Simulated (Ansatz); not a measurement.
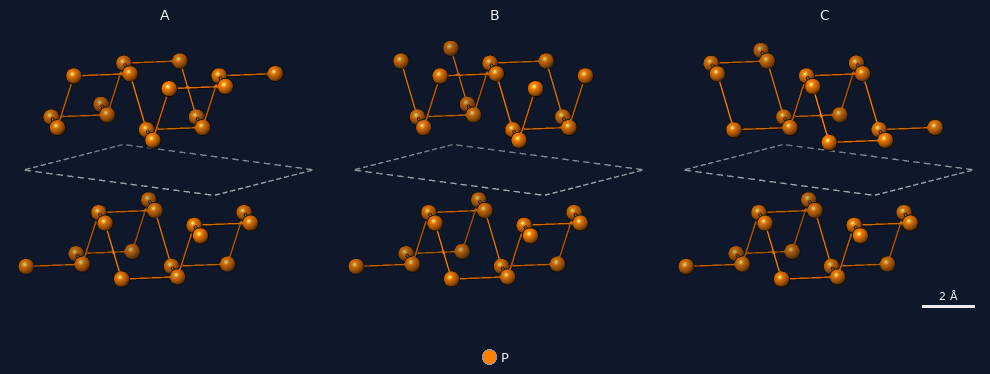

Frames of a one-coordinate scan of solid P (Cmce). The picture is a ball-and-stick view of the layers on both sides of the dashed plane, seen from the side, nearly along that plane.

Level of theory: DFT PBE, scalar-relativistic, plane waves, PAW in Ansatz. (plane-wave cutoff 420 eV; k-point mesh 10 × 7 × 3; occupations gaussian; smearing width 0.03 eV; no spin polarisation). Energies (free energies at the smearing named) are counted from the relaxed crystal.

Which coordinate changes from frame to frame?

Answer. The crystal above a cut along the (0 −1 0) plane of the conventional cell (between a plane of P below and one of P above, 3.52 Å apart) is slid rigidly by fractions of an in-plane lattice vector 5.63 Å long (a generalised stacking fault). In the frames the slip is 0.00 (A), 0.25 (B), 0.50 (C). One cut stands in each cell, which starts 11.3 Å high; nothing is relaxed, and the dashed outline marks the cut. Their energies are 0.0 mJ/m², 21.4 mJ/m², 35.1 mJ/m².

Limits of the set-up: layers or molecules are held without a dispersion correction, so their spacing is unreliable.
